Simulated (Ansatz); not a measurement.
**What a change does: single-point calculation on PtS$_{2}$**

System: PtS$_{2}$ (slab, 6 atoms in the cell).
Method of the first run: DFT PBE+D3(BJ), scalar-relativistic, plane waves, PAW, PAW set soft_1, no spin polarisation (Ansatz 0.2.0).

The structure derives from an entry of the Crystallography Open Database. Text and figures count atoms from 1; the logs count them from 0 in places.

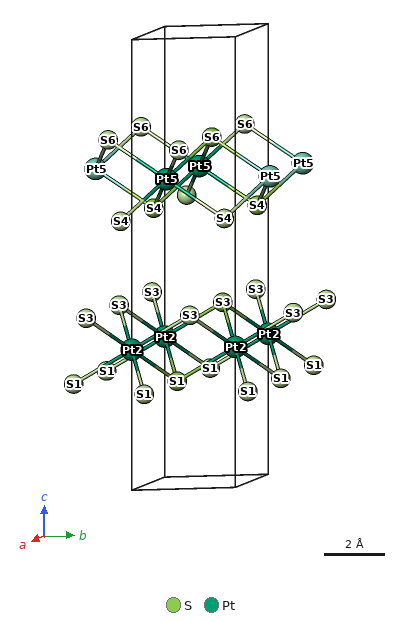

Fig. 1: The input geometry (ball-and-stick view of the cell of the calculation, with the vacuum cut short, seen slightly off an axis; neighbours outside the cell are drawn fainter; atoms are numbered from 1 in the order of the input). Near neighbours in the crystal (not all of them lie inside the picture): S has 3 Pt at 2.39 Å; Pt has 6 S at 2.39 Å.

### Input file, the first run
```yaml
crystal:
  lattice:
    - [3.5415269801, 0.0, 0.0]
    - [-1.7707634901, 3.067052333, 0.0]
    - [0.0, 0.0, 22.4670671688]
  atoms:
    - { symbol: S, position: [0.6666666667, 0.3333333333, 0.2002931654] }
    - { symbol: Pt, position: [0.0, 0.0, 0.255563699] }
    - { symbol: S, position: [0.3333333333, 0.6666666667, 0.3108342327] }
    - { symbol: S, position: [0.3333333333, 1.0, 0.4550453118] }
    - { symbol: Pt, position: [1.0, 1.3333333333, 0.5103158454] }
    - { symbol: S, position: [0.6666666667, 0.6666666667, 0.5655863791] }
basis:
  ecutwfc: 420
kpoints:
  mp_grid: { grid: [9, 9, 1] }
hamiltonian:
  xc: pbe
  pseudopotentials: { kind: paw, azcp: { folder: soft_1 } }
  dispersion: d3bj
scf:
  occupations: { method: gaussian, width: 0.05 }
output:
  forces: true
  eigenvalues: true
efield:
  axis: 3
  dipole_correction: true
  ramp_width: 0.04
```

Launched with:
```bash
ansatz run input.yaml --threads 1 --pin off --max-ram 3072MiB --backend cpu --events-out ev --progress --plain --runs-dir out
```

Hardware: 1 thread of Intel Xeon (Sapphire Rapids), 64 GiB of memory available, shared host.

### Output, shortened to warnings, some set-up lines, iterations and results (the first run)
```
Basis set: ecut = 420 eV, 4713 PW (Γ), exchange–correlation on 48×48×320 points (8 copies of the dense FFT grid, shifted against one another)
Symmetry: 1 space group operations
k-points: 41 of 81 (time reversal used)
Initial density: superposition of atomic densities (neutral atoms: chi_scale 0, normalization atom)
[...]
SCF iter   1: F=—  HF=-28664.424874 eV  |F-HF|=—  |Δ(HF+E_count)|=         —  Δρ=6.92e-2  dr2=1.44e1  ethr=3.10e-3  p=0.000 e·Å  D=4.01e-6 V/Å  ΔV_dip=-0.00 eV  …
SCF iter   2: F=—  HF=-28662.217563 eV  |F-HF|=—  |Δ(HF+E_count)|=    2.21e0  Δρ=2.72e-2  dr2=2.48e0  ethr=3.10e-3  p=0.000 e·Å  D=6.04e-5 V/Å  ΔV_dip=-0.00 eV  …
SCF iter   3: F=—  HF=-28661.774154 eV  |F-HF|=—  |Δ(HF+E_count)|=   4.43e-1  Δρ=1.30e-2  dr2=1.55e-1  ethr=3.10e-3  p=-0.000 e·Å  D=-1.17e-5 V/Å  ΔV_dip=0.00 eV  …
SCF iter   4: F=—  HF=-28661.764552 eV  |F-HF|=—  |Δ(HF+E_count)|=   9.60e-3  Δρ=1.12e-3  dr2=5.05e-3  ethr=2.58e-4  p=0.000 e·Å  D=1.50e-4 V/Å  ΔV_dip=-0.00 eV  …
SCF iter   5: F=—  HF=-28661.764989 eV  |F-HF|=—  |Δ(HF+E_count)|=   4.38e-4  Δρ=4.46e-4  dr2=1.53e-3  ethr=8.42e-6  p=-0.000 e·Å  D=-2.68e-4 V/Å  ΔV_dip=0.01 eV  …
SCF iter   6: F=—  HF=-28661.765438 eV  |F-HF|=—  |Δ(HF+E_count)|=   4.48e-4  Δρ=4.20e-4  dr2=2.80e-3  ethr=2.55e-6  p=0.001 e·Å  D=4.36e-4 V/Å  ΔV_dip=-0.01 eV  …
SCF iter   7: F=—  HF=-28661.765276 eV  |F-HF|=—  |Δ(HF+E_count)|=   1.62e-4  Δρ=1.20e-4  dr2=1.77e-4  ethr=2.55e-6  p=0.000 e·Å  D=6.14e-5 V/Å  ΔV_dip=-0.00 eV  …
SCF iter   8: F=—  HF=-28661.765286 eV  |F-HF|=—  |Δ(HF+E_count)|=   1.05e-5  Δρ=2.90e-5  dr2=6.61e-6  ethr=2.95e-7  p=0.000 e·Å  D=9.41e-5 V/Å  ΔV_dip=-0.00 eV  …
SCF iter   9: F=—  HF=-28661.765303 eV  |F-HF|=—  |Δ(HF+E_count)|=   1.73e-5  Δρ=1.57e-5  dr2=2.19e-6  ethr=1.10e-8  p=-0.000 e·Å  D=-5.74e-5 V/Å  ΔV_dip=0.00 eV  …
SCF iter  10: F=—  HF=-28661.765303 eV  |F-HF|=—  |Δ(HF+E_count)|=   1.43e-8  Δρ=5.32e-6  dr2=1.73e-7  ethr=3.64e-9  p=0.000 e·Å  D=6.55e-6 V/Å  ΔV_dip=-0.00 eV  …
SCF iter  11: F=-28661.765303 eV  HF=-28661.765303 eV  |F-HF|=6.97e-9  |Δ(HF+E_count)|=   1.06e-7  Δρ=2.44e-6  dr2=3.64e-8  ethr=1.67e-10  p=0.000 e·Å  D=4.13e-6 V/Å  …
SCF 1 converged in 11 iterations: F = -28661.765303 eV  dr2 = 3.64e-8
SCF converged after 11 iterations
Free energy (F): -28661.765303 eV
Harris-Foulkes:  -28661.765303 eV  (|F-HF|=6.97e-9)
Internal energy: -28661.765303 eV  (E = F + TS)
E sigma→0 (E₀):  -28661.765303 eV
Fermi energy:    2.060113 eV
Dipole field:    D = -0.000021 V/Å  (p = -0.000029 e·Å, saw-weighted, corrected)
Work function:   Φ+ = 5.3399 eV   Φ− = 5.3394 eV
Levels:          The Fermi level and band energies are counted from a zero that moves with the ramp; work functions are not
--- Per-component energies (eV) ---
  E_band       = -1172.165278
  E_kinetic    = 1611.108474
  E_local      = -39173.377526  (includes V_loc(G=0)·N_el)
  E_nonlocal   = 543.733172
  E_hartree    = 18695.419281
  E_xc         = -818.795733
  E_vxc        = -871.646810  (∫ρ·V_xc dr)
  E_paw        = -21400.799644  (= ΣΔE_a)
  E_vpaw       = -672.817485  (= ΣTr[D̂ρ^β])
  E_aug_tail   = 0.002209  (compensation charges beyond the density's cutoff)
  E_efield     = 0.000000  (sawtooth field / dipole correction)
  E_vefield    = 0.000000  (∫n·V_field dr)
  E_ewald      = 11882.870909
  E_disp       = -1.926446  (pairwise vdW)
  E_smearing   = -0.000000  (= −TS)
  E_closure    = 0.000000  (closes the sum)
  Σ components = -28661.765303   (vs F -28661.765303, Δ=0.00e0)
--- Forces (eV/Å), atoms counted from 1 ---
  atom   1  S      0.00436185    -0.02394855    -0.00403244
  atom   2  Pt    -0.00058269     0.03236193     0.07323250
  atom   3  S      0.03172918    -0.06991198    -0.01686055
  atom   4  S     -0.04468102     0.06243382     0.01684088
  atom   5  Pt     0.02773567    -0.01668601    -0.07324969
  atom   6  S     -0.01856010     0.01575240     0.00405021
  max |Σ_I F_I| component: 1.91e-5 eV/Å
```

The input of the second run differs as follows (lines with − go, lines with + come):
```diff
-    - { symbol: S, position: [0.3333333333, 1.0, 0.4550453118] }
-    - { symbol: Pt, position: [1.0, 1.3333333333, 0.5103158454] }
-    - { symbol: S, position: [0.6666666667, 0.6666666667, 0.5655863791] }
+    - { symbol: S, position: [0.3333333333, 0.6666666667, 0.4550453118] }
+    - { symbol: Pt, position: [1.0, 1.0, 0.5103158454] }
+    - { symbol: S, position: [0.6666666667, 0.3333333333, 0.5655863791] }
```

How does the second run compare with the first run?

With the same functional and potentials, the second run lies 13.0 meV per atom higher. The gap on the mesh goes from 1.30 to 1.16 eV. The largest force goes from 0.080 to 0.198 eV/Å. The work function goes from 5.34 to 5.28 eV. The SCF takes 12 iterations against 11. The irreducible k-points go from 41 to 12. On the same kind of shared host the second run took about 0.35 times as long.

### Output, shortened to warnings, some set-up lines, iterations and results (the second run)
```
Basis set: ecut = 420 eV, 4713 PW (Γ), exchange–correlation on 48×48×320 points (8 copies of the dense FFT grid, shifted against one another)
Symmetry: 6 space group operations
k-points: 12 of 81 (time reversal used)
Initial density: superposition of atomic densities (neutral atoms: chi_scale 0, normalization atom)
[...]
SCF iter   1: F=—  HF=-28664.336207 eV  |F-HF|=—  |Δ(HF+E_count)|=         —  Δρ=6.91e-2  dr2=1.43e1  ethr=3.10e-3  p=0.000 e·Å  D=4.01e-6 V/Å  ΔV_dip=-0.00 eV  …
SCF iter   2: F=—  HF=-28662.143349 eV  |F-HF|=—  |Δ(HF+E_count)|=    2.19e0  Δρ=2.71e-2  dr2=2.49e0  ethr=3.10e-3  p=0.000 e·Å  D=2.88e-5 V/Å  ΔV_dip=-0.00 eV  …
SCF iter   3: F=—  HF=-28661.698855 eV  |F-HF|=—  |Δ(HF+E_count)|=   4.44e-1  Δρ=1.29e-2  dr2=1.58e-1  ethr=3.10e-3  p=-0.000 e·Å  D=-4.92e-5 V/Å  ΔV_dip=0.00 eV  …
SCF iter   4: F=—  HF=-28661.686721 eV  |F-HF|=—  |Δ(HF+E_count)|=   1.21e-2  Δρ=1.18e-3  dr2=9.26e-3  ethr=2.63e-4  p=0.000 e·Å  D=2.29e-4 V/Å  ΔV_dip=-0.01 eV  …
SCF iter   5: F=—  HF=-28661.687483 eV  |F-HF|=—  |Δ(HF+E_count)|=   7.62e-4  Δρ=8.45e-4  dr2=8.73e-3  ethr=1.54e-5  p=-0.000 e·Å  D=-2.84e-4 V/Å  ΔV_dip=0.01 eV  …
SCF iter   6: F=—  HF=-28661.687085 eV  |F-HF|=—  |Δ(HF+E_count)|=   3.98e-4  Δρ=2.84e-4  dr2=2.46e-4  ethr=1.45e-5  p=0.000 e·Å  D=3.77e-5 V/Å  ΔV_dip=-0.00 eV  …
SCF iter   7: F=—  HF=-28661.687362 eV  |F-HF|=—  |Δ(HF+E_count)|=   2.77e-4  Δρ=1.01e-4  dr2=7.82e-5  ethr=4.09e-7  p=-0.000 e·Å  D=-4.39e-5 V/Å  ΔV_dip=0.00 eV  …
SCF iter   8: F=—  HF=-28661.687424 eV  |F-HF|=—  |Δ(HF+E_count)|=   6.11e-5  Δρ=5.00e-5  dr2=2.69e-5  ethr=1.30e-7  p=0.000 e·Å  D=2.34e-4 V/Å  ΔV_dip=-0.01 eV  …
SCF iter   9: F=—  HF=-28661.687422 eV  |F-HF|=—  |Δ(HF+E_count)|=   1.21e-6  Δρ=2.30e-5  dr2=4.98e-6  ethr=4.48e-8  p=-0.000 e·Å  D=-1.02e-4 V/Å  ΔV_dip=0.00 eV  …
SCF iter  10: F=—  HF=-28661.687422 eV  |F-HF|=—  |Δ(HF+E_count)|=   9.79e-8  Δρ=9.26e-6  dr2=5.03e-7  ethr=8.30e-9  p=-0.000 e·Å  D=-1.97e-5 V/Å  ΔV_dip=0.00 eV  …
SCF iter  11: F=—  HF=-28661.687422 eV  |F-HF|=—  |Δ(HF+E_count)|=   1.81e-7  Δρ=4.71e-6  dr2=1.09e-7  ethr=1.67e-10  p=0.000 e·Å  D=5.96e-7 V/Å  ΔV_dip=-0.00 eV  …
SCF iter  12: F=-28661.687422 eV  HF=-28661.687422 eV  |F-HF|=1.34e-8  |Δ(HF+E_count)|=   8.63e-9  Δρ=1.85e-6  dr2=2.39e-8  ethr=1.67e-10  p=0.000 e·Å  D=3.82e-6 V/Å  …
SCF 1 converged in 12 iterations: F = -28661.687422 eV  dr2 = 2.39e-8
SCF converged after 12 iterations
Free energy (F): -28661.687422 eV
Harris-Foulkes:  -28661.687422 eV  (|F-HF|=1.34e-8)
Internal energy: -28661.687422 eV  (E = F + TS)
E sigma→0 (E₀):  -28661.687422 eV
Fermi energy:    2.127140 eV
Dipole field:    D = -0.000006 V/Å  (p = -0.000009 e·Å, saw-weighted, corrected)
Work function:   Φ+ = 5.2836 eV   Φ− = 5.2835 eV
Levels:          The Fermi level and band energies are counted from a zero that moves with the ramp; work functions are not
--- Per-component energies (eV) ---
  E_band       = -1171.633698
  E_kinetic    = 1611.540797
  E_local      = -39176.085445  (includes V_loc(G=0)·N_el)
  E_nonlocal   = 543.887504
  E_hartree    = 18696.862506
  E_xc         = -818.941342
  E_vxc        = -871.838932  (∫ρ·V_xc dr)
  E_paw        = -21400.844211  (= ΣΔE_a)
  E_vpaw       = -672.867134  (= ΣTr[D̂ρ^β])
  E_aug_tail   = 0.002209  (compensation charges beyond the density's cutoff)
  E_efield     = 0.000000  (sawtooth field / dipole correction)
  E_vefield    = 0.000000  (∫n·V_field dr)
  E_ewald      = 11883.814725
  E_disp       = -1.924165  (pairwise vdW)
  E_smearing   = -0.000000  (= −TS)
  E_closure    = -0.000000  (closes the sum)
  Σ components = -28661.687422   (vs F -28661.687422, Δ=0.00e0)
--- Forces (eV/Å), atoms counted from 1 ---
  atom   1  S     -0.00000000    -0.00000000    -0.00762719
  atom   2  Pt    -0.00000000     0.00000000     0.01791746
  atom   3  S     -0.00000000     0.00000000    -0.19813722
  atom   4  S     -0.00000000     0.00000000     0.19815404
  atom   5  Pt     0.00000000     0.00000000    -0.01794270
  atom   6  S     -0.00000000    -0.00000000     0.00760821
  max |Σ_I F_I| component: 2.74e-5 eV/Å
```

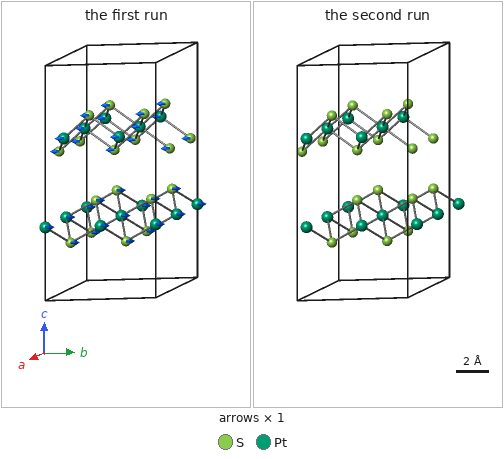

Fig. 2: The two input geometries at one scale (ball-and-stick view of the 2 × 2 repeat of the cell, with the vacuum cut short, seen slightly off an axis). The blue arrows on the first give the shifts of the atoms relative to the cell, at true length. The largest moves, 0.59 Å, are those of S and Pt atoms. By element the largest moves are S 0.59 Å, Pt 0.59 Å. The cell stays as it was.

### The two runs side by side

| quantity | the first run | the second run |
| --- | --- | --- |
| outcome | converged | converged |
| free energy per atom (eV) | −4776.9609 | −4776.9479 |
| gap on the mesh (eV) | 1.30 | 1.16 |
| work function (eV) | 5.34 | 5.28 |
| largest force (eV/Å) | 0.080 | 0.198 |
| SCF iterations | 11 | 12 |
| irreducible k-points | 41 | 12 |
| plane waves at Γ | 4713 | 4713 |
| wall time (shared host) | 26 s | 9.1 s |

For both runs: Spin–orbit coupling is left out, which matters for Pt.
